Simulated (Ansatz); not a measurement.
The calculation's input:

```
crystal:
  lattice:
    - [-2.0246315468, 2.0246315468, 2.9059588708]
    - [2.0246315468, -2.0246315468, 2.9059588708]
    - [2.0246315468, 2.0246315468, -2.9059588708]
  atoms:
    - { symbol: Al, position: [0.75, 0.25, 0.5] }
    - { symbol: Al, position: [0.25, 0.75, 0.5] }
    - { symbol: Cu, position: [0.5, 0.5, 0.0] }
basis:
  ecutwfc: 420
kpoints:
  mp_grid: { grid: [16, 16, 16] }
hamiltonian:
  xc: pbesol
scf:
  occupations: { method: gaussian, width: 0.15 }
output:
  forces: true
  stress: true
  eigenvalues: true
  write_density: true
  write_potential: true
  elf: true
  volumetric_format: npy
```

Run with:

```sh
ansatz run input.yaml --threads 2 --pin off --max-ram 5120MiB --backend cpu --events-out ev --progress --plain --runs-dir out
```

Below, planes, directions and counts refer to the conventional cell (a = 4.05 Å, b = 4.05 Å, c = 5.81 Å, α = 90.00°, β = 90.00°, γ = 90.00°).

Space group I4/mmm; a structure from a database of computed crystals, not necessarily the ambient phase; changed on purpose from its base cell (strain +0.000 along x and y, +0.015 along z, atoms carried along); computed without spin polarisation.

Level of theory: DFT PBEsol, scalar-relativistic, plane waves, PAW (Ansatz 0.2.0).

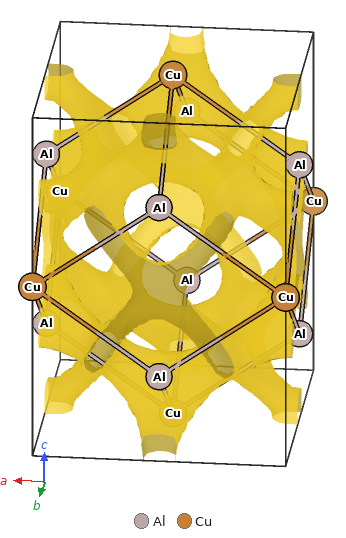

Al2Cu. Isosurface of the electron localisation function at 0.6 (yellow), seen at an oblique angle. Core shells and regions of very low density are left out. Sticks mark near contacts.

In a PAW calculation such maps are meaningful between the atoms, not at the nuclei.

> Describe the localisation domains.

At this value the surface marks out one network that runs through the whole crystal, counted in one cell of 6 atoms. Regions shared between cells count once.

Values along the shortest contacts:
Al–Cu (2.49 Å): the ELF peaks at about 0.70 between the atoms.

> Does the calculation make it a metal, or give it a gap?

It is gapless in this calculation (a metal or semimetal).
